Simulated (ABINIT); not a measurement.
**Ti: geometry relaxation (part 3 of 3)**

Continued. System: Ti (2 atoms in the cell). Method: Kohn-Sham DFT of a periodic cell, LDA, JTH PAW LDA v2.0, no spin polarisation (ABINIT 10.8.3); cutoff 408.17 eV, 8×8×4 k-mesh, fermi-dirac of 0.05 eV. The structure derives from an entry of the Crystallography Open Database.

Geometry of the input (Å; fractional positions):
```
2.9500  0.0000  0.0000
-1.4750  2.5548  0.0000
0.0000  0.0000  4.6800
Ti 0.6667  0.3333  0.7500
Ti 0.3333  0.6667  0.2500
```

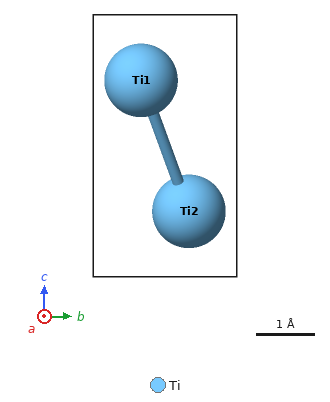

**Figure 1.** The geometry at step 4 of the log (ball-and-stick view of the cell of the calculation, along the a axis; atoms are numbered from 1 in the order of the input).

The program's output, continued:
```
--- !ResultsGS
iteration_state: {dtset: 1, itime: 6, icycle: 1, }
comment   : Summary of ground state results
lattice_vectors:
- [  5.4240175,   0.0000000,   0.0000000, ]
- [ -2.7120087,   4.6973369,   0.0000000, ]
- [  0.0000000,   0.0000000,   8.5493448, ]
lattice_lengths: [   5.42402,    5.42402,    8.54934, ]
lattice_angles: [ 90.000,  90.000, 120.000, ] # degrees, (23, 13, 12)
lattice_volume:   2.1782395E+02
convergence: {deltae:  1.677E-12, res2:  8.590E-11, residm:  2.269E-08, diffor: null, }
etotal    :  -1.17455493E+02
entropy   :   0.00000000E+00
fermie    :   3.06614989E-01
cartesian_stress_tensor: # hartree/bohr^3
- [ -2.02133539E-06,   2.60559572E-13,   0.00000000E+00, ]
- [  2.60559572E-13,  -2.02133720E-06,   0.00000000E+00, ]
- [  0.00000000E+00,   0.00000000E+00,  -3.85972682E-07, ]
pressure_GPa:   4.3432E-02
xred      :
- [  6.6667E-01,   3.3333E-01,   7.5000E-01, Ti]
- [  3.3333E-01,   6.6667E-01,   2.5000E-01, Ti]
cartesian_forces: # hartree/bohr
- [ -9.92860083E-29,   5.73228036E-29,  -6.15143364E-32, ]
- [  9.92860083E-29,  -5.73228036E-29,   6.15143364E-32, ]
force_length_stats: {min:   1.14645624E-28, max:   1.14645624E-28, mean:   1.14645624E-28, }
...

 Integrated electronic density in atomic spheres:
 ------------------------------------------------
 Atom  Sphere_radius  Integrated_density
    1        2.30803         10.26516051
    2        2.30803         10.26516051

---OUTPUT-----------------------------------------------------------------------

 Cartesian coordinates (xcart) [bohr]
  2.71200874020281E+00  1.56577897626629E+00  6.41200857197924E+00
 -3.24324534639131E-11  3.13155795253259E+00  2.13733619065975E+00
 Reduced coordinates (xred)
  6.66666666666667E-01  3.33333333333333E-01  7.50000000000000E-01
  3.33333333333333E-01  6.66666666666667E-01  2.50000000000000E-01
 Cartesian forces (fcart) [Ha/bohr]; max,rms= 9.92860E-29 6.61907E-29 (free atoms)
 -9.92860083089897E-29  5.73228036208721E-29 -6.15143364489848E-32
  9.92860083089897E-29 -5.73228036208721E-29  6.15143364489848E-32
 Gradient of E wrt nuclear positions in reduced coordinates (gred)
  5.38529044630877E-28 -5.38529044630877E-28  5.25907270147341E-31
 -5.38529044630877E-28  5.38529044630877E-28 -5.25907270147341E-31
 Scale of Primitive Cell (acell) [bohr]
  5.42401748043804E+00  5.42401748060844E+00  8.54934476263899E+00
 Real space primitive translations (rprimd) [bohr]
  5.42401748043804E+00  0.00000000000000E+00  0.00000000000000E+00
 -2.71200874026767E+00  4.69733692879888E+00  0.00000000000000E+00
  0.00000000000000E+00  0.00000000000000E+00  8.54934476263899E+00
 Unitary Cell Volume (ucvol) [Bohr^3]=  2.17823947169596E+02
 Angles (23,13,12)= [degrees]
  9.00000000000000E+01  9.00000000000000E+01  1.19999999999554E+02
 Lengths [Bohr]
  5.42401748043804E+00  5.42401748060844E+00  8.54934476263899E+00
 Stress tensor in cartesian coordinates (strten) [Ha/bohr^3]
 -2.02133539236454E-06  2.60559571701468E-13  0.00000000000000E+00
  2.60559571701468E-13 -2.02133719916925E-06  0.00000000000000E+00
  0.00000000000000E+00  0.00000000000000E+00 -3.85972681669899E-07
 Total energy (etotal) [Ha]= -1.17455493486693E+02

 Difference of energy with previous step (new-old):
           Absolute (Ha)=-1.50821E-06
           Relative     =-1.28407E-08

--- Iteration: ( 7/50) Internal Cycle: (1/1)
--------------------------------------------------------------------------------

---SELF-CONSISTENT-FIELD CONVERGENCE--------------------------------------------

--- !BeginCycle
iteration_state: {dtset: 1, itime: 7, icycle: 1, }
solver: {iscf: 17, nstep: 80, nline: 4, wfoptalg: 10, }
tolerances: {tolvrs: 1.00E-10, }
...

     iter   Etot(hartree)      deltaE(h)  residm     nres2
 ETOT  1  -117.45549483761    -1.175E+02 9.119E-07 3.696E-04
 ETOT  2  -117.45549373587     1.102E-06 8.691E-08 4.120E-05
 ETOT  3  -117.45549361498     1.209E-07 5.462E-08 2.055E-06
 ETOT  4  -117.45549361161     3.373E-09 5.415E-08 6.433E-08
 ETOT  5  -117.45549361177    -1.668E-10 4.023E-09 1.979E-09
 ETOT  6  -117.45549361178    -8.683E-12 5.363E-08 5.655E-10
 ETOT  7  -117.45549361178     1.492E-12 3.982E-09 1.625E-11

 At SCF step    7       nres2   =  1.62E-11 < tolvrs=  1.00E-10 =>converged.

 Cartesian components of stress tensor (hartree/bohr^3)
  sigma(1 1)= -5.70260976E-07  sigma(3 2)=  0.00000000E+00
  sigma(2 2)= -5.70262782E-07  sigma(3 1)=  0.00000000E+00
  sigma(3 3)= -4.52599838E-07  sigma(2 1)=  2.60458055E-13

--- !ResultsGS
iteration_state: {dtset: 1, itime: 7, icycle: 1, }
comment   : Summary of ground state results
lattice_vectors:
- [  5.4250211,   0.0000000,   0.0000000, ]
- [ -2.7125106,   4.6982061,   0.0000000, ]
- [  0.0000000,   0.0000000,   8.5481700, ]
lattice_lengths: [   5.42502,    5.42502,    8.54817, ]
lattice_angles: [ 90.000,  90.000, 120.000, ] # degrees, (23, 13, 12)
lattice_volume:   2.1787462E+02
convergence: {deltae:  1.492E-12, res2:  1.625E-11, residm:  3.982E-09, diffor: null, }
etotal    :  -1.17455494E+02
entropy   :   0.00000000E+00
fermie    :   3.06527218E-01
cartesian_stress_tensor: # hartree/bohr^3
- [ -5.70260976E-07,   2.60458055E-13,   0.00000000E+00, ]
- [  2.60458055E-13,  -5.70262782E-07,   0.00000000E+00, ]
- [  0.00000000E+00,   0.00000000E+00,  -4.52599838E-07, ]
pressure_GPa:   1.5624E-02
xred      :
- [  6.6667E-01,   3.3333E-01,   7.5000E-01, Ti]
- [  3.3333E-01,   6.6667E-01,   2.5000E-01, Ti]
cartesian_forces: # hartree/bohr
- [  7.44507300E-29,   1.00296348E-28,  -0.00000000E+00, ]
- [ -7.44507300E-29,  -1.00296348E-28,  -0.00000000E+00, ]
force_length_stats: {min:   1.24909041E-28, max:   1.24909041E-28, mean:   1.24909041E-28, }
...

 Integrated electronic density in atomic spheres:
 ------------------------------------------------
 Atom  Sphere_radius  Integrated_density
    1        2.30803         10.26527753
    2        2.30803         10.26527753

---OUTPUT-----------------------------------------------------------------------

 Cartesian coordinates (xcart) [bohr]
  2.71251056412855E+00  1.56606870444492E+00  6.41112748568781E+00
 -3.24384486868173E-11  3.13213740888984E+00  2.13704249522927E+00
 Reduced coordinates (xred)
  6.66666666666667E-01  3.33333333333333E-01  7.50000000000000E-01
  3.33333333333333E-01  6.66666666666667E-01  2.50000000000000E-01
 Cartesian forces (fcart) [Ha/bohr]; max,rms= 1.00296E-28 7.21163E-29 (free atoms)
  7.44507300380788E-29  1.00296347731151E-28 -0.00000000000000E+00
 -7.44507300380788E-29 -1.00296347731151E-28 -0.00000000000000E+00
 Gradient of E wrt nuclear positions in reduced coordinates (gred)
 -4.03896783473158E-28 -2.69264522315439E-28 -0.00000000000000E+00
  4.03896783473158E-28  2.69264522315439E-28  0.00000000000000E+00
 Scale of Primitive Cell (acell) [bohr]
  5.42502112828954E+00  5.42502112845996E+00  8.54816998091709E+00
 Real space primitive translations (rprimd) [bohr]
  5.42502112828954E+00  0.00000000000000E+00  0.00000000000000E+00
 -2.71251056419343E+00  4.69820611333476E+00  0.00000000000000E+00
  0.00000000000000E+00  0.00000000000000E+00  8.54816998091709E+00
 Unitary Cell Volume (ucvol) [Bohr^3]=  2.17874623241866E+02
 Angles (23,13,12)= [degrees]
  9.00000000000000E+01  9.00000000000000E+01  1.19999999999554E+02
 Lengths [Bohr]
  5.42502112828954E+00  5.42502112845996E+00  8.54816998091709E+00
 Stress tensor in cartesian coordinates (strten) [Ha/bohr^3]
 -5.70260976318765E-07  2.60458055420671E-13  0.00000000000000E+00
  2.60458055420671E-13 -5.70262782381009E-07  0.00000000000000E+00
  0.00000000000000E+00  0.00000000000000E+00 -4.52599838263873E-07
 Total energy (etotal) [Ha]= -1.17455493611780E+02

 Difference of energy with previous step (new-old):
           Absolute (Ha)=-1.25087E-07
           Relative     =-1.06498E-09

--- Iteration: ( 8/50) Internal Cycle: (1/1)
--------------------------------------------------------------------------------

---SELF-CONSISTENT-FIELD CONVERGENCE--------------------------------------------

--- !BeginCycle
iteration_state: {dtset: 1, itime: 8, icycle: 1, }
solver: {iscf: 17, nstep: 80, nline: 4, wfoptalg: 10, }
tolerances: {tolvrs: 1.00E-10, }
...

     iter   Etot(hartree)      deltaE(h)  residm     nres2
 ETOT  1  -117.45549382984    -1.175E+02 6.712E-08 5.575E-05
 ETOT  2  -117.45549365245     1.774E-07 8.790E-09 1.014E-05
 ETOT  3  -117.45549361841     3.404E-08 8.456E-09 2.402E-07
 ETOT  4  -117.45549361887    -4.640E-10 7.183E-09 9.866E-09
 ETOT  5  -117.45549361888    -4.775E-12 6.248E-09 1.988E-10
 ETOT  6  -117.45549361888    -6.679E-13 5.992E-09 1.653E-11

 At SCF step    6       nres2   =  1.65E-11 < tolvrs=  1.00E-10 =>converged.

 Cartesian components of stress tensor (hartree/bohr^3)
  sigma(1 1)=  1.24398516E-08  sigma(3 2)=  0.00000000E+00
  sigma(2 2)=  1.24380459E-08  sigma(3 1)=  0.00000000E+00
  sigma(3 3)= -2.27892767E-08  sigma(2 1)=  2.60396341E-13

--- !ResultsGS
iteration_state: {dtset: 1, itime: 8, icycle: 1, }
comment   : Summary of ground state results
lattice_vectors:
- [  5.4253020,   0.0000000,   0.0000000, ]
- [ -2.7126510,   4.6984493,   0.0000000, ]
- [  0.0000000,   0.0000000,   8.5482963, ]
lattice_lengths: [   5.42530,    5.42530,    8.54830, ]
lattice_angles: [ 90.000,  90.000, 120.000, ] # degrees, (23, 13, 12)
lattice_volume:   2.1790040E+02
convergence: {deltae: -6.679E-13, res2:  1.653E-11, residm:  5.992E-09, diffor: null, }
etotal    :  -1.17455494E+02
entropy   :   0.00000000E+00
fermie    :   3.06480531E-01
cartesian_stress_tensor: # hartree/bohr^3
- [  1.24398516E-08,   2.60396341E-13,   0.00000000E+00, ]
- [  2.60396341E-13,   1.24380459E-08,   0.00000000E+00, ]
- [  0.00000000E+00,   0.00000000E+00,  -2.27892767E-08, ]
pressure_GPa:  -2.0483E-05
xred      :
- [  6.6667E-01,   3.3333E-01,   7.5000E-01, Ti]
- [  3.3333E-01,   6.6667E-01,   2.5000E-01, Ti]
cartesian_forces: # hartree/bohr
- [  2.48156253E-29,   1.43273079E-29,  -0.00000000E+00, ]
- [ -2.48156253E-29,  -1.43273079E-29,  -0.00000000E+00, ]
force_length_stats: {min:   2.86546159E-29, max:   2.86546159E-29, mean:   2.86546159E-29, }
...

 Integrated electronic density in atomic spheres:
 ------------------------------------------------
 Atom  Sphere_radius  Integrated_density
    1        2.30803         10.26533951
    2        2.30803         10.26533951

---OUTPUT-----------------------------------------------------------------------

 Cartesian coordinates (xcart) [bohr]
  2.71265099490912E+00  1.56614978219389E+00  6.41122218980657E+00
 -3.24400770191171E-11  3.13229956438777E+00  2.13707406326886E+00
 Reduced coordinates (xred)
  6.66666666666667E-01  3.33333333333333E-01  7.50000000000000E-01
  3.33333333333333E-01  6.66666666666667E-01  2.50000000000000E-01
 Cartesian forces (fcart) [Ha/bohr]; max,rms= 2.48156E-29 1.65438E-29 (free atoms)
  2.48156252701843E-29  1.43273079295923E-29 -0.00000000000000E+00
 -2.48156252701843E-29 -1.43273079295923E-29 -0.00000000000000E+00
 Gradient of E wrt nuclear positions in reduced coordinates (gred)
 -1.34632261157719E-28 -2.52634343778908E-44 -0.00000000000000E+00
  1.34632261157719E-28 -2.74080044546917E-44  0.00000000000000E+00
 Scale of Primitive Cell (acell) [bohr]
  5.42530198985067E+00  5.42530199002111E+00  8.54829625307542E+00
 Real space primitive translations (rprimd) [bohr]
  5.42530198985067E+00  0.00000000000000E+00  0.00000000000000E+00
 -2.71265099497400E+00  4.69844934658166E+00  0.00000000000000E+00
  0.00000000000000E+00  0.00000000000000E+00  8.54829625307542E+00
 Unitary Cell Volume (ucvol) [Bohr^3]=  2.17900401965641E+02
 Angles (23,13,12)= [degrees]
  9.00000000000000E+01  9.00000000000000E+01  1.19999999999554E+02
 Lengths [Bohr]
  5.42530198985067E+00  5.42530199002111E+00  8.54829625307542E+00
 Stress tensor in cartesian coordinates (strten) [Ha/bohr^3]
  1.24398515551072E-08  2.60396340775258E-13  0.00000000000000E+00
  2.60396340775258E-13  1.24380458849105E-08  0.00000000000000E+00
  0.00000000000000E+00  0.00000000000000E+00 -2.27892767122595E-08
 Total energy (etotal) [Ha]= -1.17455493618877E+02

 Difference of energy with previous step (new-old):
           Absolute (Ha)=-7.09680E-09
           Relative     =-6.04212E-11

 At Broyd/MD step   8, gradients are converged :
  max grad (force/stress) = 2.2789E-06 < tolmxf= 2.0000E-05 ha/bohr (free atoms)

================================================================================

 ----iterations are completed or convergence reached----

 Mean square residual over all n,k,spin=   20.151E-12; max=  59.921E-10
 reduced coordinates (array xred) for    2 atoms
       0.666666666667      0.333333333333      0.750000000000
       0.333333333333      0.666666666667      0.250000000000
 rms dE/dt=  1.9040E-28; max dE/dt=  0.0000E+00; dE/dt below (all hartree)
    1      -0.000000000000     -0.000000000000      0.000000000000
    2       0.000000000000     -0.000000000000      0.000000000000

 cartesian coordinates (angstrom) at end:
    1      1.43547308666541     0.82877077303545     3.39267267457963
    2     -0.00000000001717     1.65754154607091     1.13089089152654

 cartesian forces (hartree/bohr) at end:
    1      0.00000000000000     0.00000000000000    -0.00000000000000
    2     -0.00000000000000    -0.00000000000000    -0.00000000000000
 frms,max,avg= 1.6543750E-29 2.4815625E-29   0.000E+00  0.000E+00  0.000E+00 h/b

 cartesian forces (eV/Angstrom) at end:
    1      0.00000000000000     0.00000000000000    -0.00000000000000
    2     -0.00000000000000    -0.00000000000000    -0.00000000000000
 frms,max,avg= 8.5071384E-28 1.2760708E-27   0.000E+00  0.000E+00  0.000E+00 e/A
 length scales=  5.425301989851  5.425301990021  8.548296253075 bohr
              =  2.870946173348  2.870946173438  4.523563566106 angstroms
 Fermi (or HOMO) energy (hartree) =   0.30648   Average Vxc (hartree)=  -0.42346
 Eigenvalues (hartree) for nkpt=  30  k points:
 kpt#   1, nband= 16, wtk=  0.00391, kpt=  0.0000  0.0000  0.0000 (reduced coord)
  -1.75715   -1.74988   -0.91247   -0.88236   -0.88236   -0.87814   -0.87747   -0.87747
   0.07489    0.20026    0.33385    0.33385    0.34086    0.34818    0.35470    0.35470
      occupation numbers for kpt#   1
   2.00000    2.00000    2.00000    2.00000    2.00000    2.00000    2.00000    2.00000
   2.00000    2.00000    0.00000    0.00000    0.00000    0.00000    0.00000    0.00000
 prteigrs : prtvol=0 or 1, do not print more k-points.

--- !EnergyTerms
iteration_state     : {dtset: 1, itime: 8, icycle: 1, }
comment             : Components of total free energy in Hartree
kinetic             :  1.55906798766702E+01
hartree             :  2.19707123661283E+01
xc                  : -6.49489504283648E+00
Ewald energy        : -8.70617118609038E+01
psp_core            :  5.47883659136921E+00
local_psp           : -6.64921798265972E+01
PAW spherical_terms : -4.46539815722437E-01
internal            : -1.17455097711892E+02
'-kT*entropy'       : -3.94505417387454E-04
total_energy        : -1.17455492217310E+02
total_energy_eV     : -3.19612676543702E+03
...

--- !EnergyTermsDC
iteration_state     : {dtset: 1, itime: 8, icycle: 1, }
comment             : '"Double-counting" decomposition of free energy'
band_energy         : -1.57768446238024E+01
Ewald energy        : -8.70617118609038E+01
psp_core            :  5.47883659136921E+00
xc_dc               : -2.11613089766584E+01
PAW spherical_terms :  1.06592975653573E+00
internal            : -1.17455099113460E+02
'-kT*entropy'       : -3.94505417387454E-04
total_energy_dc     : -1.17455493618877E+02
total_energy_dc_eV  : -3.19612680357562E+03
...

--- !EnergyTermsWithPAWCore
iteration_state     : {dtset: 1, itime: 8, icycle: 1, }
comment             : 'Components of total free energy, including PAW core contributions'
Total energy        : -1.70399965442017E+03
Total energy DC     : -1.70399965582174E+03
Total energy (eV)   : -4.63681927594453E+04
Total energy DC (eV): -4.63681927975839E+04
...

 Cartesian components of stress tensor (hartree/bohr^3)
  sigma(1 1)=  1.24398516E-08  sigma(3 2)=  0.00000000E+00
  sigma(2 2)=  1.24380459E-08  sigma(3 1)=  0.00000000E+00
  sigma(3 3)= -2.27892767E-08  sigma(2 1)=  2.60396341E-13

-Cartesian components of stress tensor (GPa)         [Pressure= -2.0483E-05 GPa]
- sigma(1 1)=  3.65993069E-04  sigma(3 2)=  0.00000000E+00
- sigma(2 2)=  3.65939944E-04  sigma(3 1)=  0.00000000E+00
- sigma(3 3)= -6.70483669E-04  sigma(2 1)=  7.66112484E-09

== END DATASET(S) ==============================================================
================================================================================

 -outvars: echo values of variables after computation  --------
            acell      5.4253019899E+00  5.4253019900E+00  8.5482962531E+00 Bohr
           etotal     -1.1745549362E+02
            fcart      2.4815625270E-29  1.4327307930E-29 -0.0000000000E+00
                      -2.4815625270E-29 -1.4327307930E-29 -0.0000000000E+00
            rprim      1.0000000000E+00  0.0000000000E+00  0.0000000000E+00
                      -4.9999999999E-01  8.6602540379E-01  0.0000000000E+00
                       0.0000000000E+00  0.0000000000E+00  1.0000000000E+00
           strten      1.2439851555E-08  1.2438045885E-08 -2.2789276712E-08
                       0.0000000000E+00  0.0000000000E+00  2.6039634078E-13
           xangst      1.4354730867E+00  8.2877077304E-01  3.3926726746E+00
                      -1.7166549467E-11  1.6575415461E+00  1.1308908915E+00
             xred      6.6666666667E-01  3.3333333333E-01  7.5000000000E-01
                       3.3333333333E-01  6.6666666667E-01  2.5000000000E-01
 Calculation completed.
```

Trajectory as extended XYZ (Å, eV, eV/Å), 8 frames, from step=0 to step=7:
```
2
Lattice="2.9500 0.0000 0.0000 -1.4750 2.5548 0.0000 0.0000 0.0000 4.6800" Properties=species:S:1:pos:R:3:forces:R:3 step=0 energy=-3196.02938
Ti    1.4750    0.8516    3.5100    0.0000   0.0000   0.0000
Ti    0.0000    1.7032    1.1700    0.0000   0.0000   0.0000
2
Lattice="2.9220 0.0000 0.0000 -1.4610 2.5305 0.0000 0.0000 0.0000 4.6302" Properties=species:S:1:pos:R:3:forces:R:3 step=1 energy=-3196.08311
Ti    1.4610    0.8435    3.4726    0.0000   0.0000   0.0000
Ti    0.0000    1.6870    1.1576    0.0000   0.0000   0.0000
2
Lattice="2.8627 0.0000 0.0000 -1.4314 2.4792 0.0000 0.0000 0.0000 4.5219" Properties=species:S:1:pos:R:3:forces:R:3 step=2 energy=-3196.12627
Ti    1.4314    0.8264    3.3914    0.0000   0.0000   0.0000
Ti    0.0000    1.6528    1.1305    0.0000   0.0000   0.0000
2
Lattice="2.8688 0.0000 0.0000 -1.4344 2.4844 0.0000 0.0000 0.0000 4.5313" Properties=species:S:1:pos:R:3:forces:R:3 step=3 energy=-3196.12674
Ti    1.4344    0.8282    3.3984    0.0000   0.0000   0.0000
Ti    0.0000    1.6563    1.1328    0.0000   0.0000   0.0000
2
Lattice="2.8689 0.0000 0.0000 -1.4344 2.4845 0.0000 0.0000 0.0000 4.5299" Properties=species:S:1:pos:R:3:forces:R:3 step=4 energy=-3196.12676
Ti    1.4344    0.8282    3.3974    0.0000   0.0000   0.0000
Ti    0.0000    1.6563    1.1325    0.0000   0.0000   0.0000
2
Lattice="2.8703 0.0000 0.0000 -1.4351 2.4857 0.0000 0.0000 0.0000 4.5241" Properties=species:S:1:pos:R:3:forces:R:3 step=5 energy=-3196.12680
Ti    1.4351    0.8286    3.3931    0.0000   0.0000   0.0000
Ti    0.0000    1.6571    1.1310    0.0000   0.0000   0.0000
2
Lattice="2.8708 0.0000 0.0000 -1.4354 2.4862 0.0000 0.0000 0.0000 4.5235" Properties=species:S:1:pos:R:3:forces:R:3 step=6 energy=-3196.12680
Ti    1.4354    0.8287    3.3926    0.0000   0.0000   0.0000
Ti    0.0000    1.6575    1.1309    0.0000   0.0000   0.0000
2
Lattice="2.8709 0.0000 0.0000 -1.4355 2.4863 0.0000 0.0000 0.0000 4.5236" Properties=species:S:1:pos:R:3:forces:R:3 step=7 energy=-3196.12680
Ti    1.4355    0.8288    3.3927    0.0000   0.0000   0.0000
Ti    0.0000    1.6575    1.1309    0.0000   0.0000   0.0000
```

Summary:

| quantity | value |
| --- | --- |
| outcome | converged |
| space group (tolerance 0.01 Å) | P6₃/mmc (194) |
| electrons treated | 24 |
| free energy | −3196.1268 eV |
| Fermi energy | 8.340 eV |
| gap on the k-point mesh | none (metallic) |
| pressure | 0.00 GPa |
| final volume | 32.29 Å³ |
| largest force (length of the vector) at the end | under 0.001 eV/Å |
| final cell | a = 2.871 Å, b = 2.871 Å, c = 4.524 Å, α = 90.00°, β = 90.00°, γ = 120.00° |
| hardware | 4 threads of Intel Xeon (Granite Rapids), 128 GiB of memory available, shared host |
| wall time | 17 s (CPU time 63 s) |
| peak memory | 0.32 GiB |
